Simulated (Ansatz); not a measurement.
# Calculations on MgO

Part 1: Scan

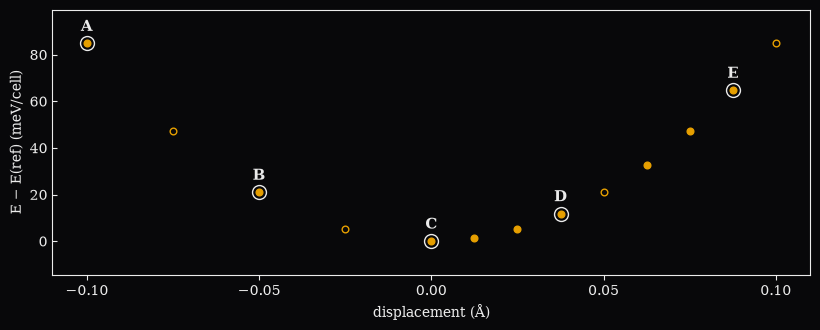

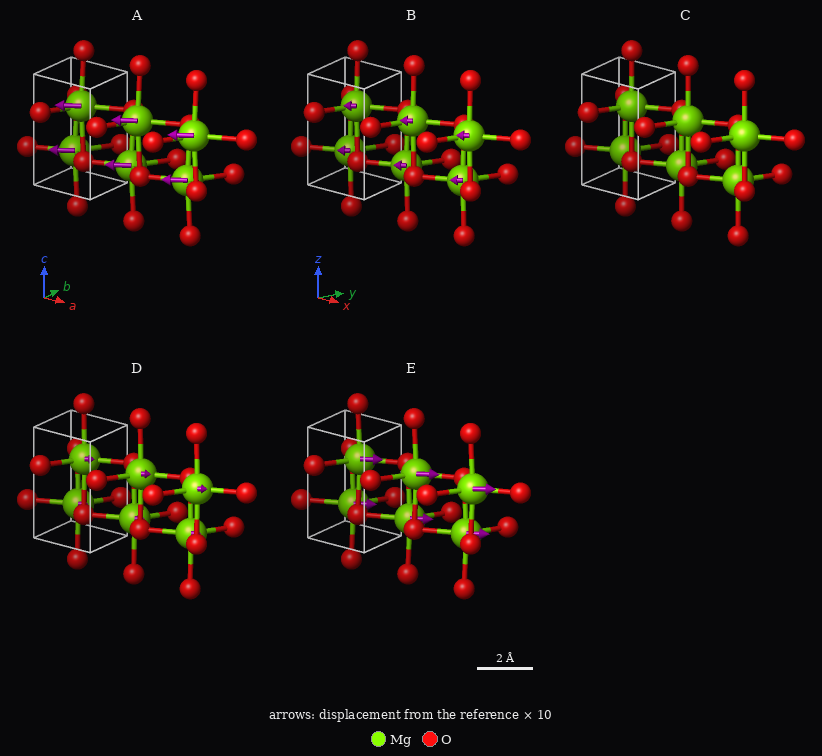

Solid MgO (P6_3/mmc): the whole Mg sublattice is shifted rigidly, along Cartesian [1 1 0], all else fixed. The lettered frames are marked on the plot. Hollow markers are points alike by symmetry, not computed again. The picture is a ball-and-stick view of the cell of the calculation, repeated 3 × 1 × 1 with one cell outlined, seen slightly off an axis. Purple arrows: displacements from the reference.

The calculation used Ansatz 0.2.0, DFT LDA, scalar-relativistic, plane waves, PAW. Set-up: plane-wave cutoff 420 eV; k-point mesh 6 × 6 × 6; occupations gaussian; smearing width 0.05 eV; no spin polarisation. Energies (free energies at the smearing named) are counted from the cell as listed in its source, which wasn't relaxed.

**Describe the profile.**

Of the computed points the lowest is at the displacement 0.00 Å, 0.0 meV/cell. The curvature at zero is about 17 eV/Å² per cell. The well is symmetric. At the highest point the shortest interatomic distance is 1.92 Å, against 2.01 Å in the reference. The distortion takes the space group from P6_3/mmc to Pm.

Part 2: Scan

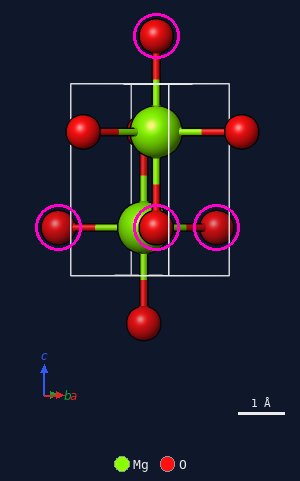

Energy scan for a crystal of MgO (P6_3/mmc), in which O3 (one in each cell of 4 atoms) is moved over the plane of the Cartesian directions [1 1 0] and z, all else fixed. The picture shows the reference cell. The ringed atoms are those of the scanned coordinate. The picture is a ball-and-stick view of the cell of the calculation, seen nearly along the normal of the scanned plane.

Level of theory: Ansatz 0.2.0, DFT r2SCAN, scalar-relativistic, plane waves, PAW. Set-up: plane-wave cutoff 500 eV; k-point mesh 6 × 6 × 6; occupations cold; smearing width 0.02 eV; no spin polarisation. Energies (free energies at the smearing named) are counted from the cell as listed in its source, which wasn't relaxed.

The input:
```yaml
crystal:
  lattice:
    - [3.4863778627, 0.0, 0.0]
    - [-1.7431889314, 3.0192917963, 0.0]
    - [0.0, 0.0, 4.17804122]
  atoms:
    - { symbol: Mg, position: [0.6666666667, 0.3333333333, 0.75] }
    - { symbol: Mg, position: [0.3333333333, 0.6666666667, 0.25] }
    - { symbol: O, position: [0.6666666667, 0.3333333333, 0.25] }
    - { symbol: O, position: [0.3333333333, 0.6666666667, 0.75] }
basis:
  ecutwfc: 500
kpoints:
  mp_grid: { grid: [6, 6, 6] }
hamiltonian:
  xc: r2scan
scf:
  occupations: { method: cold, width: 0.02 }
output:
  forces: true
  stress: true
  eigenvalues: true
```

Command:
```bash
ansatz run input.yaml --threads 1 --pin off --max-ram 2560MiB --backend cpu --events-out ev --progress --plain --runs-dir out
```

Question: Give the energy at each point on a grid with rows −0.30, −0.15, 0.00, 0.15, 0.30 and columns −0.30, −0.15, 0.00, 0.15, 0.30 (displacement along [1 1 0] (Å); displacement along z (Å)).

Answer: Rows: displacement along [1 1 0] (Å); columns: displacement along z (Å); values in meV/cell.

```csv
,−0.30,−0.15,0.00,0.15,0.30
−0.30,954,543,426,543,954
−0.15,705,245,113,245,705
0.00,615,137,0,137,615
0.15,729,271,140,271,729
0.30,1164,773,663,773,1164
```

In pairs of (displacement along [1 1 0] (Å); displacement along z (Å)): the lowest computed point lies at (0.00, 0.00) (0 meV/cell), the highest at (0.30, −0.30), (0.30, 0.30) (1164 meV/cell).  Over the ranges scanned the energy rises by about as much along both axes.

Part 3: Energy map

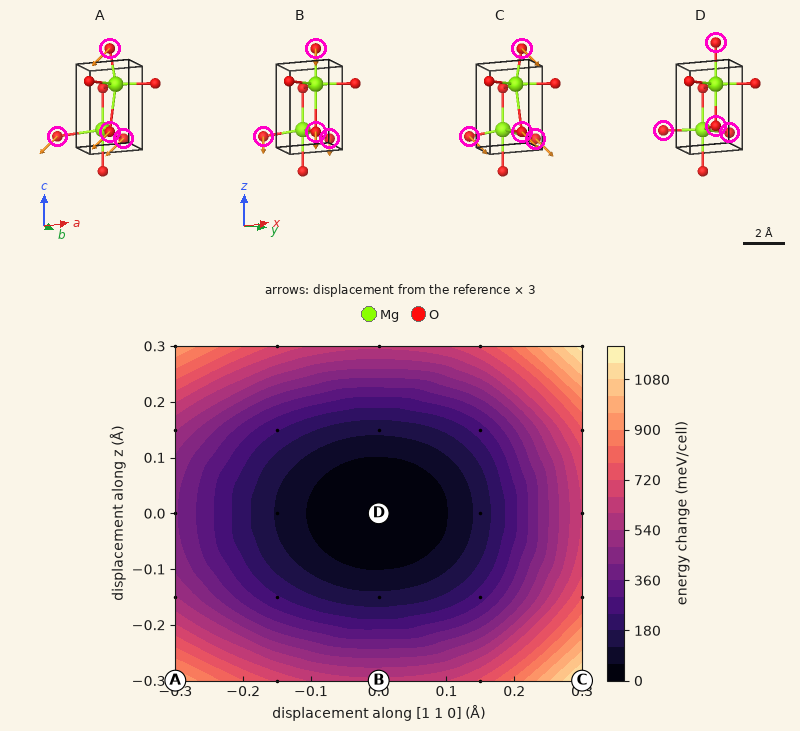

A scan of a crystal of MgO (P6_3/mmc): an O atom (one in each cell of 4 atoms) is moved over the plane of the Cartesian directions [1 1 0] and z, all else fixed. The map is interpolated between the computed points (dots). The lettered frames are marked on it. A ball-and-stick model of the cell of the calculation, seen nearly along the normal of the scanned plane. The ringed atoms are those of the scanned coordinates. Orange arrows: displacements from the reference.

These are results of Ansatz, DFT r2SCAN, scalar-relativistic, plane waves, PAW, not measurements. Set-up: plane-wave cutoff 500 eV; k-point mesh 6 × 6 × 6; occupations cold; smearing width 0.02 eV; no spin polarisation. Energies (free energies at the smearing named) are counted from the cell as listed in its source, which wasn't relaxed.

What does the map show?

Answer. In pairs of (displacement along [1 1 0] (Å); displacement along z (Å)): the lowest computed point lies at (0.00, 0.00) (0 meV/cell), the highest at (0.30, −0.30), (0.30, 0.30) (1164 meV/cell).  Over the ranges scanned the energy rises by about as much along both axes. The frames lie at A (−0.30, −0.30): 954 meV/cell, B (0.00, −0.30): 615 meV/cell, C (0.30, −0.30): 1164 meV/cell, D (0.00, 0.00): 0 meV/cell.
